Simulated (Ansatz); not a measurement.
**What a change does: single-point calculation on C**

System: C (8 atoms in the cell).
Method of run A: DFT PBE, scalar-relativistic, plane waves, PAW, no spin polarisation (Ansatz 0.2.0).

The structure derives from an entry of the Crystallography Open Database. Text and figures count atoms from 1; the logs count them from 0 in places.

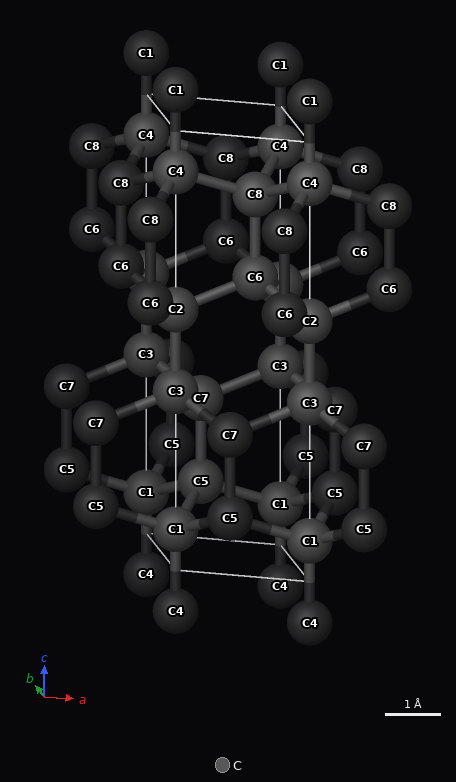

The structure (ball-and-stick view of the cell of the calculation, seen slightly off an axis; neighbours outside the cell are drawn fainter; atoms are numbered from 1 in the order of the input). An atom can appear more than once, as a periodic image. Near neighbours in the periodic cell (some may lie outside the picture): C has 4 C at 1.54 to 1.57 Å.

## Input, run A
```yaml
crystal:
  lattice:
    - [2.5683788613, 0.0, 0.0]
    - [-1.2841894306, 2.2242813405, 0.0]
    - [0.0, 0.0, 8.3045881819]
  atoms:
    - { symbol: C, position: [0.0, 0.0, 0.0929681641] }
    - { symbol: C, position: [0.0, 0.0, 0.5929681641] }
    - { symbol: C, position: [0.0, 0.0, 0.4070318359] }
    - { symbol: C, position: [0.0, 0.0, 0.9070318359] }
    - { symbol: C, position: [0.3333333333, 0.6666666667, 0.1555285626] }
    - { symbol: C, position: [0.6666666667, 0.3333333333, 0.6555285626] }
    - { symbol: C, position: [0.3333333333, 0.6666666667, 0.3444714374] }
    - { symbol: C, position: [0.6666666667, 0.3333333333, 0.8444714374] }
basis:
  ecutwfc: 420
kpoints:
  mp_grid: { grid: [12, 12, 4] }
hamiltonian:
  xc: pbe
scf:
  occupations: { method: gaussian, width: 0.05 }
output:
  forces: true
  stress: true
  eigenvalues: true
```

Launched with:
```bash
ansatz run input.yaml --threads 2 --pin off --max-ram 5120MiB --backend cpu --events-out ev --progress --plain --runs-dir out
```

Hardware: 2 threads of Intel Xeon @ 2.50GHz (Skylake/Cascade Lake), 189 GiB of memory available, shared host.

## Output, shortened to warnings, some set-up lines, iterations and results (run A)
```
Basis set: ecut = 420 eV, 957 PW (Γ), exchange–correlation on 36×36×120 points (8 copies of the dense FFT grid, shifted against one another)
Symmetry: 24 space group operations
k-points: 57 of 576
Initial density: superposition of atomic densities (neutral atoms: chi_scale 0, normalization atom), corrected by the library's trained network
[...]
SCF iter   1: F=—  HF=-2006.254237 eV  |F-HF|=—  |Δ(HF+E_count)|=         —  Δρ=3.06e-3  dr2=3.25e-3  ethr=1.77e-3  ⟨swp⟩=5.9  Hψ=6451  notcnv=0  defer=16
SCF iter   2: F=—  HF=-2006.253426 eV  |F-HF|=—  |Δ(HF+E_count)|=   8.12e-4  Δρ=1.26e-3  dr2=3.09e-4  ethr=1.01e-5  ⟨swp⟩=2.2  Hψ=2630  notcnv=0  defer=51
SCF iter   3: F=—  HF=-2006.253559 eV  |F-HF|=—  |Δ(HF+E_count)|=   1.33e-4  Δρ=4.51e-4  dr2=3.27e-5  ethr=9.66e-7  ⟨swp⟩=2.9  Hψ=2185  notcnv=0  defer=19
SCF iter   4: F=—  HF=-2006.253595 eV  |F-HF|=—  |Δ(HF+E_count)|=   3.53e-5  Δρ=9.04e-5  dr2=1.08e-6  ethr=1.02e-7  ⟨swp⟩=2.7  Hψ=2250  notcnv=0  defer=19
SCF iter   5: F=-2006.253596 eV  HF=-2006.253596 eV  |F-HF|=1.96e-8  |Δ(HF+E_count)|=   1.67e-6  Δρ=9.53e-6  dr2=1.66e-8  ethr=3.39e-9  ⟨swp⟩=2.4  Hψ=2016  notcnv=0  defer=19
SCF iter   6: F=-2006.253596 eV  HF=-2006.253596 eV  |F-HF|=6.23e-10  |Δ(HF+E_count)|=   2.24e-8  Δρ=1.23e-6  dr2=2.68e-10  ethr=5.19e-11  ⟨swp⟩=5.2  Hψ=4777  notcnv=0
SCF 1 converged in 6 iterations: F = -2006.253596 eV  dr2 = 2.68e-10
SCF converged after 6 iterations
Free energy (F): -2006.253596 eV
Harris-Foulkes:  -2006.253596 eV  (|F-HF|=6.23e-10)
Internal energy: -2006.253596 eV  (E = F + TS)
E sigma→0 (E₀):  -2006.253596 eV
Fermi energy:    14.774287 eV
--- Per-component energies (eV) ---
  E_band       = 122.135444
  E_kinetic    = 726.145112
  E_local      = -504.866568  (includes V_loc(G=0)·N_el)
  E_nonlocal   = 211.315746
  E_hartree    = 110.642916
  E_xc         = -386.626762
  E_vxc        = -479.756571  (∫ρ·V_xc dr)
  E_paw        = -792.708393  (= ΣΔE_a)
  E_vpaw       = -51.988156  (= ΣTr[D̂ρ^β])
  E_aug_tail   = 0.000075  (compensation charges beyond the density's cutoff)
  E_ewald      = -1370.155721
  E_smearing   = -0.000000  (= −TS)
  E_closure    = 0.000000  (closes the sum)
  Σ components = -2006.253596   (vs F -2006.253596, Δ=0.00e0)
--- Forces (eV/Å), atoms counted from 1 ---
  atom   1  C     -0.00000000    -0.00000000     0.01131518
  atom   2  C      0.00000000     0.00000000     0.01131518
  atom   3  C     -0.00000000    -0.00000000    -0.01131518
  atom   4  C      0.00000000     0.00000000    -0.01131518
  atom   5  C     -0.00000000     0.00000000    -0.05960476
  atom   6  C      0.00000000    -0.00000000    -0.05960476
  atom   7  C     -0.00000000     0.00000000     0.05960476
  atom   8  C      0.00000000    -0.00000000     0.05960476
  max |Σ_I F_I| component: 5.55e-17 eV/Å
--- Stress (GPa, compression-positive) ---
      -22.934652      -0.000000      -0.000000
       -0.000000     -22.934652      -0.000000
       -0.000000      -0.000000      -1.227795
  P = ⅓ Tr σ = -15.6990 GPa (-156.990 kbar)
```

The input of run B differs as follows (lines with − go, lines with + come):
```diff
-  mp_grid: { grid: [12, 12, 4] }
+  mp_grid: { grid: [12, 11, 5] }
+  max_iter: 50
```

What does this change do to the results?

The free energy of run B is 0.01 meV per atom higher, which comes mainly from the change of mesh; a solver setting shouldn't move a converged energy. The number of SCF iterations is the same. The irreducible k-points go from 57 to 201. On the same kind of shared host run B took about 2.8 times as long.

## Output, shortened to warnings, some set-up lines, iterations and results (run B)
```
Warning: crystal.symmetry: narrowed to the stabiliser of the k-point mesh — unitary ops 24 → 4; excluded 20 operations that carry a point of the 12×11×5 mesh (shift [0, 0, 0]) off the mesh (the run samples exactly the mesh kpoints.mp_grid names, as under crystal.symmetry.detect: false, and its converged state has the mesh's symmetry, not the crystal's; ε∞, the Born charges and the force constants …
Basis set: ecut = 420 eV, 957 PW (Γ), exchange–correlation on 36×36×120 points (8 copies of the dense FFT grid, shifted against one another)
Symmetry: 4 space group operations
k-points: 201 of 660
Initial density: superposition of atomic densities (neutral atoms: chi_scale 0, normalization atom), corrected by the library's trained network
[...]
SCF iter   1: F=—  HF=-2006.254303 eV  |F-HF|=—  |Δ(HF+E_count)|=         —  Δρ=3.06e-3  dr2=3.26e-3  ethr=1.77e-3  ⟨swp⟩=5.9  Hψ=22763  notcnv=0  defer=52
SCF iter   2: F=—  HF=-2006.253361 eV  |F-HF|=—  |Δ(HF+E_count)|=   9.42e-4  Δρ=1.26e-3  dr2=3.10e-4  ethr=1.02e-5  ⟨swp⟩=2.1  Hψ=9283  notcnv=0  defer=174
SCF iter   3: F=—  HF=-2006.253494 eV  |F-HF|=—  |Δ(HF+E_count)|=   1.33e-4  Δρ=4.53e-4  dr2=3.31e-5  ethr=9.70e-7  ⟨swp⟩=2.8  Hψ=7691  notcnv=0  defer=46
SCF iter   4: F=—  HF=-2006.253528 eV  |F-HF|=—  |Δ(HF+E_count)|=   3.42e-5  Δρ=9.10e-5  dr2=1.10e-6  ethr=1.03e-7  ⟨swp⟩=2.7  Hψ=7946  notcnv=0  defer=46
SCF iter   5: F=-2006.253530 eV  HF=-2006.253530 eV  |F-HF|=2.05e-8  |Δ(HF+E_count)|=   1.68e-6  Δρ=9.77e-6  dr2=1.74e-8  ethr=3.42e-9  ⟨swp⟩=2.4  Hψ=7330  notcnv=0  defer=46
SCF iter   6: F=-2006.253530 eV  HF=-2006.253530 eV  |F-HF|=6.59e-10  |Δ(HF+E_count)|=   2.34e-8  Δρ=1.25e-6  dr2=2.79e-10  ethr=5.43e-11  ⟨swp⟩=5.0  Hψ=16331  notcnv=0
SCF 1 converged in 6 iterations: F = -2006.253530 eV  dr2 = 2.79e-10
SCF converged after 6 iterations
Free energy (F): -2006.253530 eV
Harris-Foulkes:  -2006.253530 eV  (|F-HF|=6.59e-10)
Internal energy: -2006.253530 eV  (E = F + TS)
E sigma→0 (E₀):  -2006.253530 eV
Fermi energy:    14.774608 eV
--- Per-component energies (eV) ---
  E_band       = 122.135452
  E_kinetic    = 726.145799
  E_local      = -504.866283  (includes V_loc(G=0)·N_el)
  E_nonlocal   = 211.314811
  E_hartree    = 110.642876
  E_xc         = -386.626944
  E_vxc        = -479.756798  (∫ρ·V_xc dr)
  E_paw        = -792.708143  (= ΣΔE_a)
  E_vpaw       = -51.987881  (= ΣTr[D̂ρ^β])
  E_aug_tail   = 0.000075  (compensation charges beyond the density's cutoff)
  E_ewald      = -1370.155721
  E_smearing   = -0.000000  (= −TS)
  E_closure    = 0.000000  (closes the sum)
  Σ components = -2006.253530   (vs F -2006.253530, Δ=0.00e0)
--- Forces (eV/Å), atoms counted from 1 ---
  atom   1  C      0.00000767     0.00001669     0.01127799
  atom   2  C     -0.00000767    -0.00001669     0.01127799
  atom   3  C      0.00000767     0.00001669    -0.01127799
  atom   4  C     -0.00000767    -0.00001669    -0.01127799
  atom   5  C      0.00000102    -0.00001971    -0.05957202
  atom   6  C     -0.00000102     0.00001971    -0.05957202
  atom   7  C      0.00000102    -0.00001971     0.05957202
  atom   8  C     -0.00000102     0.00001971     0.05957202
  max |Σ_I F_I| component: 0.00e0 eV/Å
--- Stress (GPa, compression-positive) ---
      -22.935793       0.000056       0.000000
        0.000056     -22.935818       0.000000
        0.000000       0.000000      -1.226253
  P = ⅓ Tr σ = -15.6993 GPa (-156.993 kbar)
```

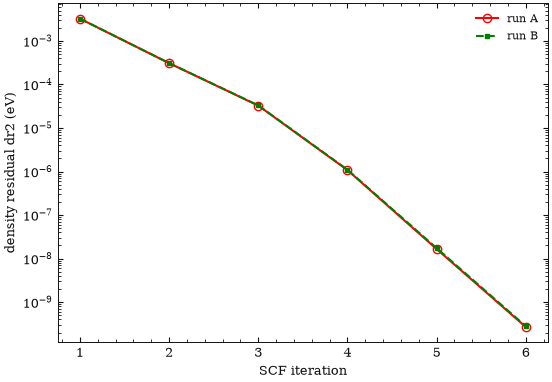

Convergence of the two runs: density residual dr2 against the SCF iteration. Run A takes 6 iterations in all, and run B takes 6.

## The two runs side by side

```csv
quantity,run A,run B
outcome,converged,converged
free energy per atom (eV),−250.7817,−250.7817
gap on the mesh (eV),4.23,4.23
pressure (GPa),−15.70,−15.70
largest force (eV/Å),0.060,0.060
SCF iterations,6,6
irreducible k-points,57,201
plane waves at Γ,957,957
wall time (shared host),4 s,11 s
```

For run B: The input was spoiled on purpose: a mesh that breaks the symmetry (`kpoints.mp_grid.grid`). It did no harm here: the run converged to the energy of the sound run within 1 meV per atom. Warnings: the k-point mesh lowers the symmetry that the run can use.
